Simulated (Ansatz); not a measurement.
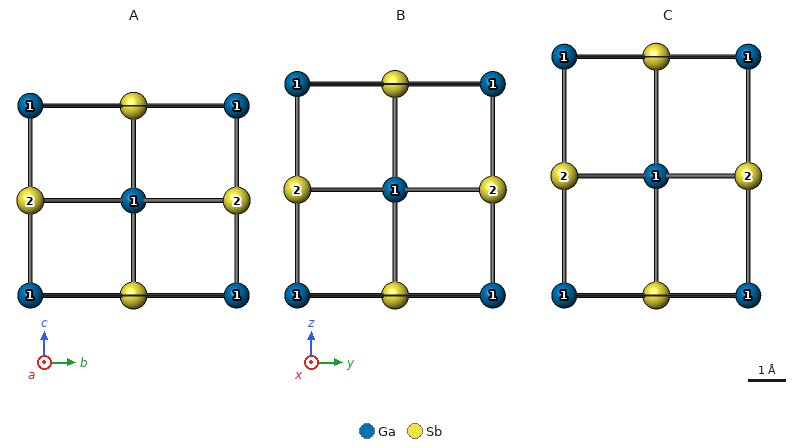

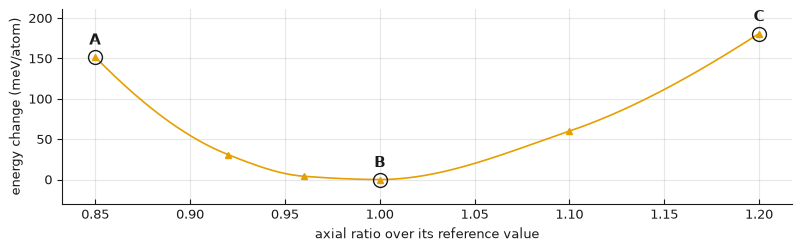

Energy scan for solid GaSb (Immm), in which the ratio of the cell's length along z to its lengths across, counted as 1 for the reference, is changed at fixed volume (a c/a path), with the atoms kept at their fractional coordinates. x, y and z are the Cartesian axes of the input. The lettered frames are marked on the plot. A ball-and-stick model of the conventional cell (2 times the calculation's cell), seen along the a axis. Lengths and directions refer to the drawn axes.

Method: DFT r2SCAN, scalar-relativistic, plane waves, PAW in Ansatz 0.2.0. Set-up: plane-wave cutoff 500 eV; k-point mesh 20 × 20 × 20; occupations gaussian; smearing width 0.15 eV; no spin polarisation. Energies (free energies at the smearing named) are counted from the cell as listed in its source, which wasn't relaxed.

**What does the scan show?**

Of the computed points the lowest is at the relative ratio 1.00, 0.0 meV/atom. At the ends of the scan the energy is 151.8 meV/atom (0.85) and 180.9 meV/atom (1.20). The unrelaxed reference is under a pressure of −1.8 GPa. The distortion keeps the space group Immm. At the relative ratio 1.20 the cell of the drawing goes a 3.112 → 2.928 Å, b 5.350 → 5.035 Å, c 5.787 → 6.535 Å.

The computed points:

| axial ratio over its reference value | energy change (meV/atom) |
| --- | --- |
| 0.85 | 151.8 |
| 0.92 | 30.9 |
| 0.96 | 4.0 |
| 1.00 | 0.0 |
| 1.10 | 60.0 |
| 1.20 | 180.9 |
